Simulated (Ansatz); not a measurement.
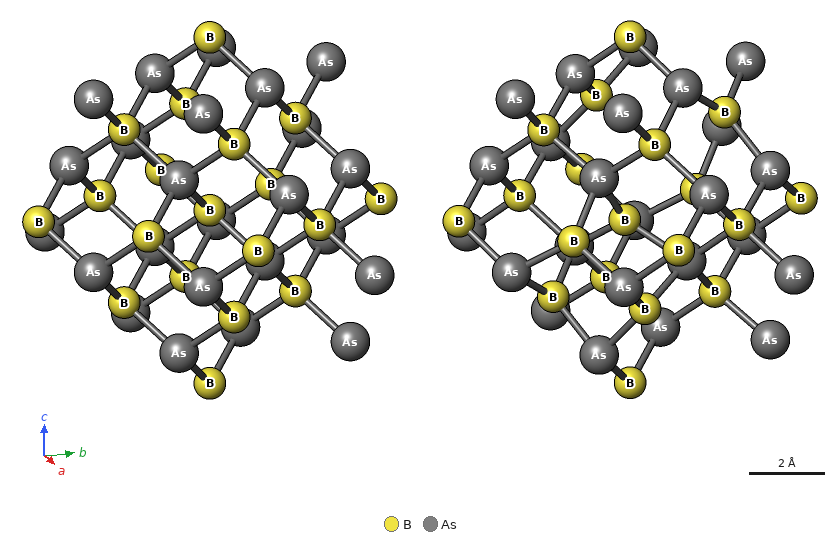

Two geometries of a defect cell of composition B8As7 (cell charge +3), drawn at one scale. One is the start of a relaxation, the other its converged end. The picture is a ball-and-stick view of the atoms within 5.8 Å of the atom that moves most (axes of the conventional cell (4 times the calculation's cell) (origin shifted)), seen slightly off an axis. Lengths and directions refer to the drawn axes.

Theory: DFT PBEsol, scalar-relativistic, plane waves, PAW (Ansatz). (plane-wave cutoff 420 eV; k-point mesh 4 × 4 × 4; occupations gaussian; smearing width 0.05 eV; no spin polarisation; atoms relaxed in a fixed cell; force threshold 0.02 eV/Å; at most 50 steps)

> Which one is relaxed?

The right one is the relaxed one. Case: As vacancy, atoms relaxed. The largest moves, 0.34 Å, are those of B atoms. By element the largest moves are B 0.34 Å, As 0.05 Å. The cell doesn't change. Among the contacts that change: As–B 2.065 → 2.015 Å, As–B 2.065 → 2.042 Å. Bond angles that change, for instance: B–As–B 109.5° → 88.6°, As–B–As 109.5° → 117.6°, B–As–B 109.5° → 113.3°. The energy falls by 1.104 eV per cell of the calculation in 4 accepted moves (5 points after the start). Largest force component: 0.74 eV/Å at the start, 0.0018 eV/Å at the end. 1 step only repeated the SCF at the same geometry.

Limits of the set-up: the periodic images lie only 6.7 Å apart, so the values are limited by the cell's size; the cell is charged, on a uniform background, and energies carry no finite-size correction.
